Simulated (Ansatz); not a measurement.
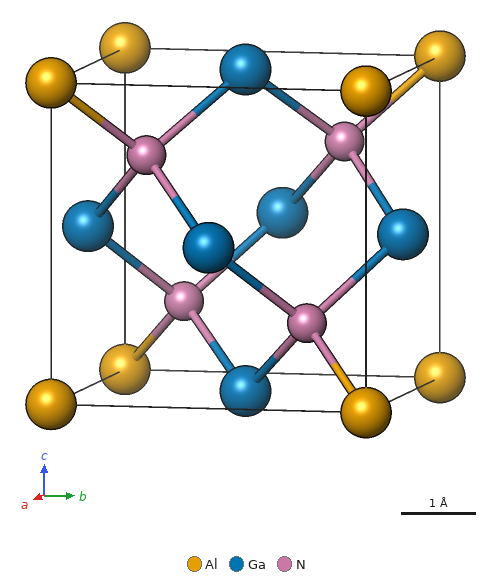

Normal modes of crystalline AlGa$_{3}$N$_{4}$, space group P-43m (No. 215), at the zone centre. Style: ball-and-stick. Shown: the cell of the calculation, slightly off an axis.

Level of theory: Ansatz 0.2.0, DFT LDA, scalar-relativistic, plane waves, PAW.

Input
```yaml
crystal:
  lattice:
    - [4.4269587433, 0.0, 0.0]
    - [0.0, 4.4269587433, 0.0]
    - [0.0, 0.0, 4.4269587433]
  atoms:
    - { symbol: Al, position: [0.0, 0.0, 0.0] }
    - { symbol: Ga, position: [0.5, 0.5, 0.0] }
    - { symbol: Ga, position: [0.5, 0.0, 0.5] }
    - { symbol: Ga, position: [0.0, 0.5, 0.5] }
    - { symbol: "N", position: [0.7548254428, 0.7548254428, 0.2451745572] }
    - { symbol: "N", position: [0.7548254428, 0.2451745572, 0.7548254428] }
    - { symbol: "N", position: [0.2451745572, 0.7548254428, 0.7548254428] }
    - { symbol: "N", position: [0.2451745572, 0.2451745572, 0.2451745572] }
basis:
  ecutwfc: 420
kpoints:
  mp_grid: { grid: [6, 6, 6] }
hamiltonian:
  xc: lda
scf:
  occupations: { method: fixed }
output:
  eigenvalues: true
phonons:
  method: dfpt
  dielectric: true
  rigid_motions: translations
  eigenvectors: true
```

Command:
```bash
ansatz run input.yaml --threads 2 --pin off --max-ram 6144MiB --backend cpu --events-out ev --progress --plain --runs-dir out
```

Frequencies are those without the non-analytic (LO–TO) term.

Question: List the optical modes.

Answer: The calculation's cell holds 8 atoms, so there are 21 optical modes, in 8 levels. The optical modes span 2T₁ + 4T₂ + E + A₁. No level is unstable.

```tsv
level	symmetry	frequency (cm⁻¹)	activity
1	T₁	194	silent
2	T₂	238	infrared- and Raman-active
3	T₂	418	infrared- and Raman-active
4	T₂	575	infrared- and Raman-active
5	T₁	611	silent
6	T₂	667	infrared- and Raman-active
7	E	691	Raman-active
8	A₁	709	Raman-active
```

The modes drawn as arrows (one member of each degenerate set), 6 of the levels:

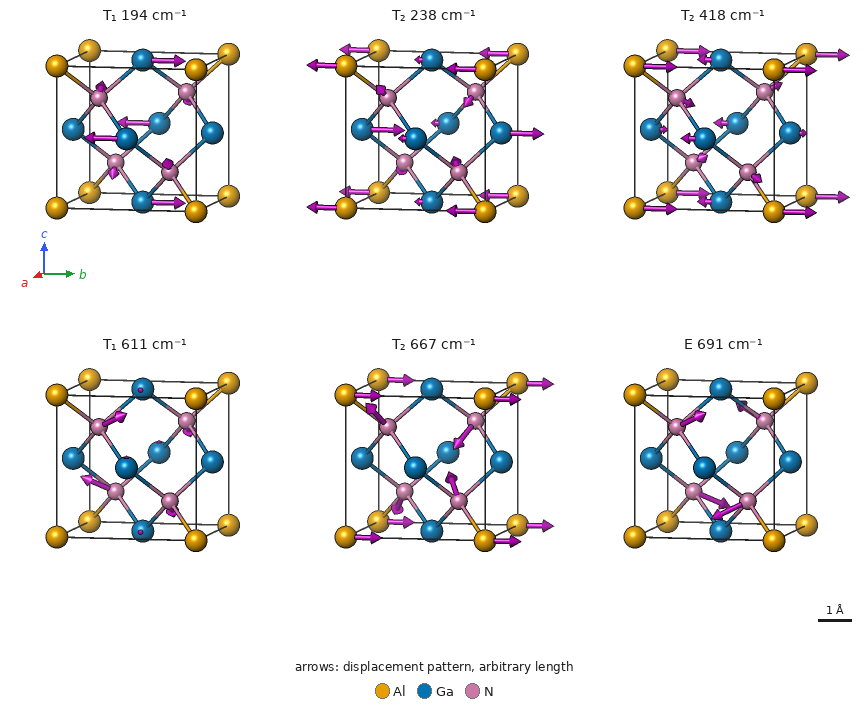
